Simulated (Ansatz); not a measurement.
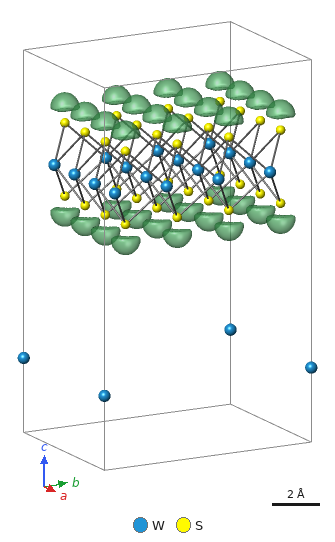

The picture shows: W₁₇S₃₂ (cell charge +1, with a compensating background) (cell with a defect). Isosurface of the ELF at 0.9 (green), seen slightly off an axis. Core shells and regions of very low density are left out. Sticks mark near contacts.

Spin-polarised.

Theory: DFT PBE+D3(BJ), scalar-relativistic, plane waves, PAW (Ansatz).

In a PAW calculation such maps are meaningful between the atoms, not at the nuclei.

Where are the electrons localised?

Answer. At this value the surface marks out 32 lobes on S, pointing away from the bonds (non-bonding electrons), counted in one cell of 49 atoms. Counts are for one cell; the picture repeats the cell along the surface. Profiles from the grid: W–S (2.41 Å): the ELF peaks at about 0.85 in the valence shell of S, 0.8 Å from its nucleus, and is about 0.50 at the midpoint.
